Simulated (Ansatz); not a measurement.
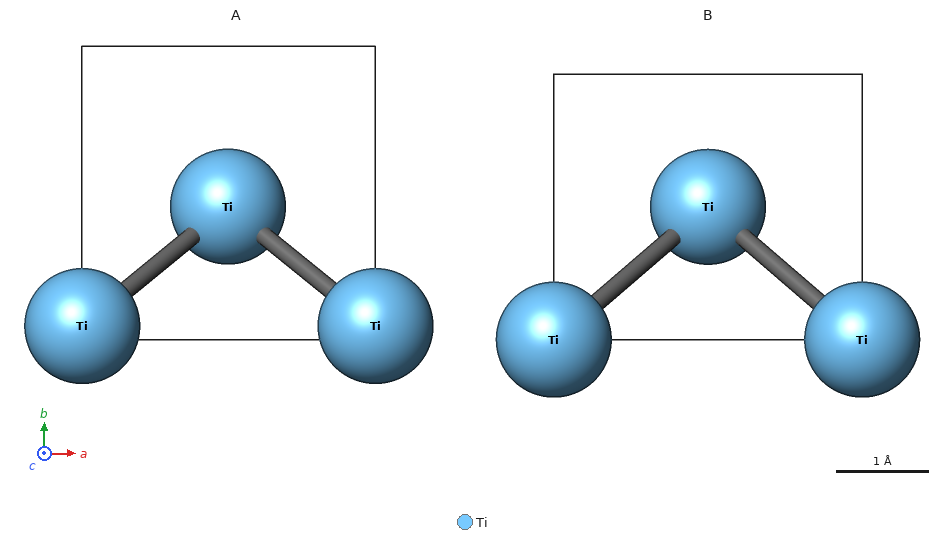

Two geometries of a crystal of Ti (set up in P-1), drawn at one scale. One is the start of a relaxation, the other its converged end. Style: ball-and-stick. Shown: the cell of the calculation, along the c axis.

The calculation used DFT PBEsol, scalar-relativistic, plane waves, PAW (Ansatz 0.2.0). Set-up: plane-wave cutoff 420 eV; k-point mesh 10 × 10 × 10; occupations gaussian; smearing width 0.15 eV; no spin polarisation; cell and atoms relaxed; force threshold 0.01 eV/Å; at most 80 steps.

Q: Which one is relaxed?

A: Structure B is the relaxed one. Case: all atoms moved at random, sigma 0.1 Å for each component; relaxed back. The largest moves relative to the cell, 0.14 Å, are those of Ti atoms. The drawn cell changes at constant volume: a 3.210 → 3.376 Å (+5.2 %), b 3.210 → 2.907 Å (−9.4 %), c 3.210 → 3.370 Å (+5.0 %). Among the contacts that change: Ti–Ti 3.210 → 2.907 Å, Ti–Ti 2.599 → 2.793 Å, Ti–Ti 2.980 → 2.793 Å, Ti–Ti 2.628 → 2.793 Å. The space group (tolerance 0.01 Å) goes from P-1 (No. 2) to I4/mmm (No. 139). The energy falls by 0.246 eV per cell of the calculation in 7 accepted moves (8 points after the start). The largest force component goes from 1.5 to under 0.0001 eV/Å. The pressure goes from 2.23 to 0.07 GPa. At 1 point the geometry stayed and the basis and grid were re-selected for the new cell (energy shift of 0.4 meV per cell of the calculation at most each time). The run took 38 s on 4 threads of Arm Neoverse V2, with other jobs on the host, peak memory 0.54 GiB.
